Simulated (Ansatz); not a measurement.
```
CELL_PARAMETERS angstrom
-2.59475 4.49424 0.00000
5.18950 0.00000 0.00000
0.00000 0.00000 -14.01448
ATOMIC_POSITIONS crystal
Li 0.00000 0.00000 0.71840
Li 0.33333 0.66667 0.38507
Li 0.66667 0.33333 0.05173
Li 0.33333 0.66667 0.88507
Li 0.66667 0.33333 0.55173
Li 0.00000 0.00000 0.21840
Nb 0.00000 0.00000 0.99955
Nb 0.33333 0.66667 0.66621
Nb 0.66667 0.33333 0.33288
Nb 0.66667 0.33333 0.83288
Nb 0.00000 0.00000 0.49955
Nb 0.33333 0.66667 0.16621
O 0.34211 0.04719 0.93675
O 0.67544 0.71386 0.60341
O 0.00877 0.38052 0.27008
O 0.70508 0.65789 0.93675
O 0.03842 0.32456 0.60341
O 0.37175 0.99123 0.27008
O 0.95281 0.29492 0.93675
O 0.28614 0.96158 0.60341
O 0.61948 0.62825 0.27008
O 0.61948 0.99123 0.77008
O 0.95281 0.65789 0.43675
O 0.28614 0.32456 0.10341
O 0.00877 0.62825 0.77008
O 0.34211 0.29492 0.43675
O 0.67544 0.96158 0.10341
O 0.37175 0.38052 0.77008
O 0.70508 0.04719 0.43675
O 0.03842 0.71386 0.10341
```

Space group R3c.

Computed with Ansatz, DFT PBE, scalar-relativistic, plane waves, PAW.

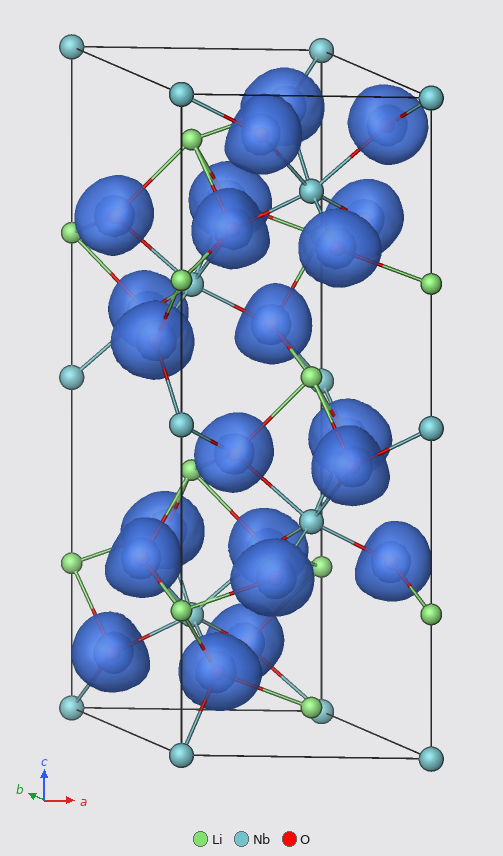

LiNbO₃. Isosurface of the electron localisation function at 0.75 (blue), seen at an oblique angle. Only the valence region is drawn (cores and ρ < 0.01 e/Å³ removed). Sticks mark near contacts.

In a PAW calculation such maps are meaningful between the atoms, not at the nuclei.

Where are the electrons localised?

Answer. The surface consists of 18 regions wrapped around O (the valence shell of each), counted in one cell of 30 atoms. Regions shared between cells count once. Profiles from the grid: Nb–O (1.88 Å): the ELF peaks at about 0.80 in the valence shell of O, 0.5 Å from its nucleus, and drops to about 0.30 between the two atoms; no localised pair shows between them. Li–O (2.08 Å): the ELF peaks at about 0.85 in the valence shell of O, 0.6 Å from its nucleus, and falls to about 0 next to Li (a largely ionic contact).

Does the calculation give a band gap?

Answer. It is gapped, with a Kohn–Sham gap of 3.6 eV on the k-point mesh, an upper bound to the gap of this method.
